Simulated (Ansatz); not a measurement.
**Mo16H (slab): density, localisation and related maps**

The calculation's input:

```
crystal:
  lattice:
    - [6.3209357483, 0.0, 0.0]
    - [0.0, 6.3209357483, 0.0]
    - [0.0, 0.0, 20.0883894453]
  atoms:
    - { symbol: Mo, position: [0.25, 0.25, 0.1991199947] }
    - { symbol: Mo, position: [0.25, 0.75, 0.1991199947] }
    - { symbol: Mo, position: [0.75, 0.25, 0.1991199947] }
    - { symbol: Mo, position: [0.75, 0.75, 0.1991199947] }
    - { symbol: Mo, position: [0.0, 0.0, 0.2777840379] }
    - { symbol: Mo, position: [0.0, 0.5, 0.2777840379] }
    - { symbol: Mo, position: [0.5, 0.0, 0.2777840379] }
    - { symbol: Mo, position: [0.5, 0.5, 0.2777840379] }
    - { symbol: Mo, position: [0.25, 0.25, 0.3589730499] }
    - { symbol: Mo, position: [0.25, 0.75, 0.3589730499] }
    - { symbol: Mo, position: [0.75, 0.25, 0.3589730499] }
    - { symbol: Mo, position: [0.75, 0.75, 0.3589730499] }
    - { symbol: Mo, position: [0.0, 0.0, 0.4275300152] }
    - { symbol: Mo, position: [0.0, 0.5, 0.4275300152] }
    - { symbol: Mo, position: [0.5, 0.0, 0.4275300152] }
    - { symbol: Mo, position: [0.5, 0.5, 0.4275300152] }
    - { symbol: H, position: [0.0625, 0.125, 0.5048592024] }
basis:
  ecutwfc: 420
kpoints:
  mp_grid: { grid: [4, 4, 1] }
hamiltonian:
  xc: pbe
  pseudopotentials: { kind: paw, azcp: { folder: soft_1 } }
scf:
  occupations: { method: gaussian, width: 0.1 }
output:
  forces: true
  eigenvalues: true
  write_density: true
  write_potential: true
  elf: true
  volumetric_format: npy
relax:
  adjacent_minimum: "off"
  f_tol: 0.025
  max_steps: 16
  constraints:
    - { sites: [0, 1, 2, 3, 4, 5, 6, 7, 8, 9, 10, 11, 12, 13, 14, 15] }
    - { sites: [16], fix: xy }
efield:
  axis: 3
  dipole_correction: true
  ramp_width: 0.04
```

Launched as:

```sh
ansatz run input.yaml --threads 4 --pin off --max-ram 12288MiB --backend cpu --events-out ev --progress --plain --runs-dir out
```

The fields are those of the run's last geometry, not of the input's.

A point of a scan over the structure, not its minimum; not relaxed (largest force 2.0 eV/Å); computed without spin polarisation; PAW files of the earlier set (soft_1).

Theory: DFT PBE, scalar-relativistic, plane waves, PAW (Ansatz).

In a PAW calculation such maps are meaningful between the atoms, not at the nuclei.

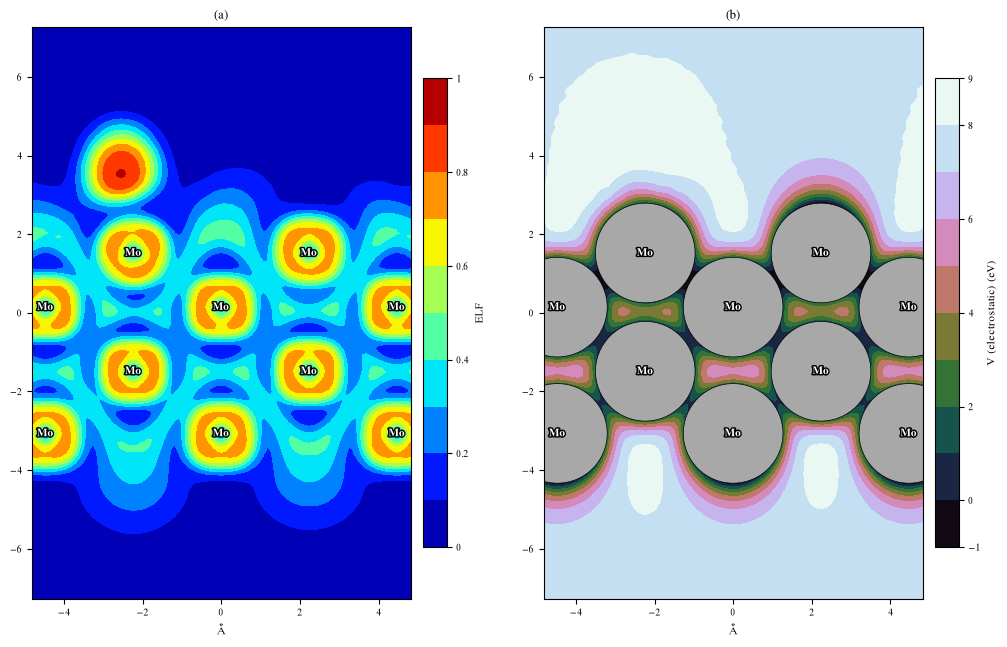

Figure 1. (a) electron localisation function; (b) electrostatic potential energy of an electron on the (110) plane of the calculation cell, a cut from vacuum to vacuum. Grey discs cover the atomic cores in the potential map.

Q: Read the bonding off the picture.

A:
- Atoms in the plane: Mo.
- Mo–Mo (2.63 Å): the ELF is about 0.35 at the midpoint.
- Mo–Mo (2.74 Å): the ELF is about 0.35 at the midpoint.
- The features right at Mo lie inside the PAW spheres, where the map follows smoothed inner orbitals and isn't to be read closely.

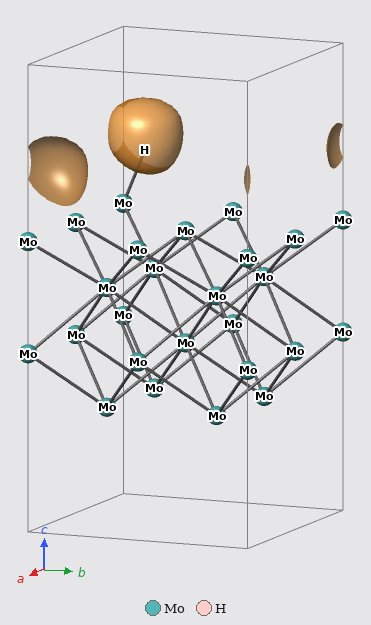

Figure 2. Isosurface of the electron localisation function at 0.75 (orange), seen slightly off an axis. Core shells and regions of very low density are left out. Sticks mark near contacts.

Q: Where are the electrons localised?

A: The ELF exceeds this value in one region around a hydrogen nucleus, counted in one cell of 17 atoms. Counts are for one cell; the picture repeats the cell along the surface. Profiles from the grid: Mo–H (1.78 Å): the ELF climbs to about 1 towards the hydrogen.

Q: Does the calculation make it a metal, or give it a gap?

A: It is gapless in this calculation (a metal or semimetal).
